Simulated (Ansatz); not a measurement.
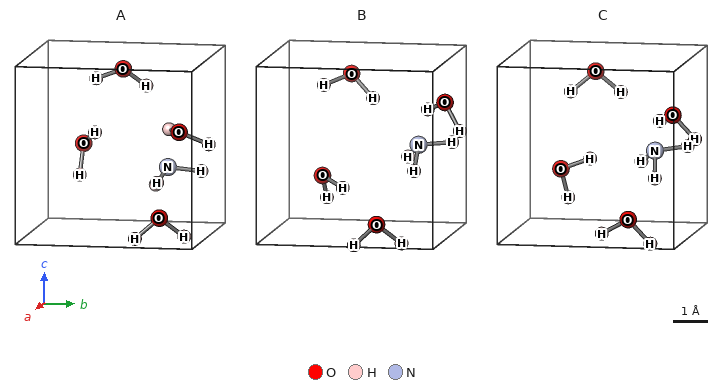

3 geometries from one relaxation of an amorphous cell of composition H$_{11}$NO$_{4}$, in shuffled order. Style: ball-and-stick. Shown: the cell of the calculation, slightly off an axis.

The cell holds 4 H2O + 1 NH3. The run prepares the start of a later molecular dynamics calculation, from a guessed geometry.

Level of theory: DFT PBE-D3(BJ), scalar-relativistic, plane waves, PAW in Ansatz 0.2.0. (plane-wave cutoff 420 eV; k-point mesh 1 × 1 × 1; occupations fermi dirac; smearing width 0.02 eV; no spin polarisation; atoms relaxed in a fixed cell; force threshold 0.3 eV/Å; at most 15 steps)

Order the frames from highest to lowest energy.

A, C, B. They are steps 0, 7, 14, at +159 meV per atom, +25.1 meV per atom relative to the last. The atom that moves furthest is an H atom (1.84 Å along [2 1 −3]). By element the largest moves are H 1.84 Å, O 1.32 Å, N 0.74 Å. The cell stays as it was. Some distances before and after: H–O 0.969 → 0.989 Å, H–N 1.017 → 1.027 Å. Among the angles between lasting bonds that change: H–O–H 104.0° → 99.8°, H–N–H 106.3° → 103.5°, H–O–H 104.0° → 101.2°. After 14 geometry steps the energy has fallen by 159 meV per atom. The largest force component goes from 1.1 to 0.28 eV/Å.

Limits of the set-up: the program's low-accuracy preset was used; the periodic images lie only 5.4 Å apart, so the values are limited by the cell's size.
